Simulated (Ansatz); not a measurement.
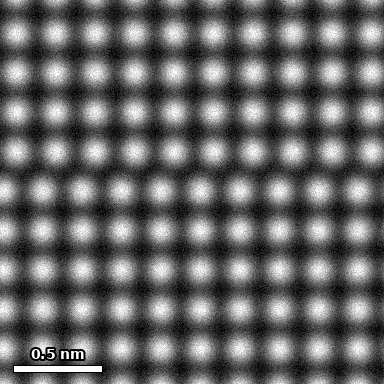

Z-contrast image of Ni (Pm-3m, No. 221) along [001]. Simulation: incoherent imaging, intensity Z^1.6 per atom, probe width 1.30 Å, thin sample. The probe carries 25 % of its weight in a tail 2.5 times as wide. The display is stretched by a gamma of 0.8; percentages refer to the linear signal. Shot noise was added.

One planar defect was built into the perfect crystal by geometry alone, without relaxation. Host structure: coordinates from a relaxation with DFT, LDA (PW92), plane waves (420 eV) with PAW, scalar-relativistic in Ansatz; the starting structure was generated, so it need not be a known form of this composition.

Q: Find the planar defect and say what kind it is.

A planar fault (a stacking fault) runs horizontally about 10 Å below the top edge. The part above it is shifted along the boundary by 1/3 of the 2.26 Å repeat of the rows (0.8 Å to the right, the same as 1.5 Å to the left); both parts keep the same orientation.
